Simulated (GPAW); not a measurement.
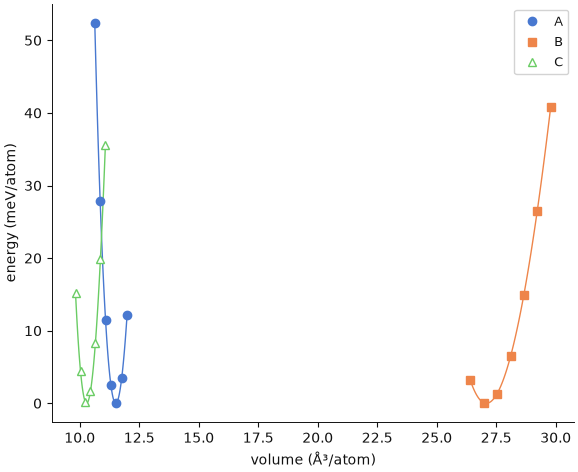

The figure shows the energy against volume, with one curve for each compound, for AlN, CdSe and GaN (all in space group P6_3mc (No. 186)). The labels are replaced by letters.

Method: PAW DFT in plane waves, on a grid or in atomic orbitals, no spin polarisation; energies at scaled volumes of the given cell, shape and fractions fixed, counted from the fit's minimum, third-order Birch-Murnaghan fit (GPAW 26.7.0). Level: LDA.

- occupations: Fermi–Dirac
- smearing width: 0.05 eV
- potentials: GPAW PAW data sets (gpaw data 1.2.1)

Question: Which letter stands for which compound?

Answer: A: GaN; B: CdSe; C: AlN.

Limits of the calculation: shape and atomic fractions are frozen while scaling, which makes layered, chain and framework solids too stiff.
